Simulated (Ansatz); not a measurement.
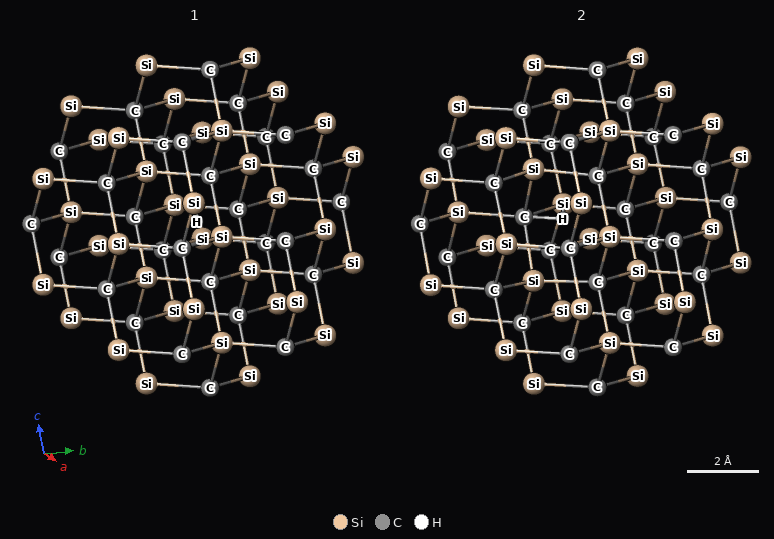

Two geometries of a defect cell of composition Si$_{16}$HC$_{16}$ (cell charge +1), drawn at one scale. One is the start of a relaxation, the other its converged end. Style: ball-and-stick. Shown: the atoms within 5.0 Å of the atom that moves most (axes of the conventional cell (2 times the calculation's cell) (origin shifted)), slightly off an axis. Lengths and directions refer to the drawn axes.

Level of theory: DFT PBE, scalar-relativistic, plane waves, PAW (Ansatz 0.2.0). Set-up: plane-wave cutoff 420 eV; k-point mesh 2 × 2 × 2; occupations gaussian; smearing width 0.02 eV; mesh shifted by (0.5, 0.5, 0.5); no spin polarisation; atoms relaxed in a fixed cell; force threshold 0.02 eV/Å; at most 60 steps.

Which one is relaxed?

Answer. Structure 2 is the relaxed one. Case: H interstitial, charge +1, atoms relaxed. The energy falls by 1.370 eV per cell of the calculation in 8 geometry steps. Largest force component: 1.4 eV/Å at the start, 0.005 eV/Å at the end. The largest move is that of the H atom, 0.64 Å roughly along [−1 −1 0]. Largest moves by element: H 0.64 Å, Si 0.13 Å, C 0.08 Å. The lattice vectors keep their values. Among the contacts that change: C–H 1.825 → 1.122 Å, H–Si 2.093 → 1.860 Å, C–Si 1.896 → 2.026 Å, C–Si 1.896 → 1.975 Å. New bonds form: C–H (1.83 → 1.12 Å). Bond angles that change, for instance: C–Si–C 109.5° → 102.3°, C–Si–C 109.5° → 104.3°, C–Si–C 109.5° → 114.6°.

Limits of the set-up: the periodic images lie only 7.6 Å apart, so the values are limited by the cell's size; the cell is charged, on a uniform background, and energies carry no finite-size correction.
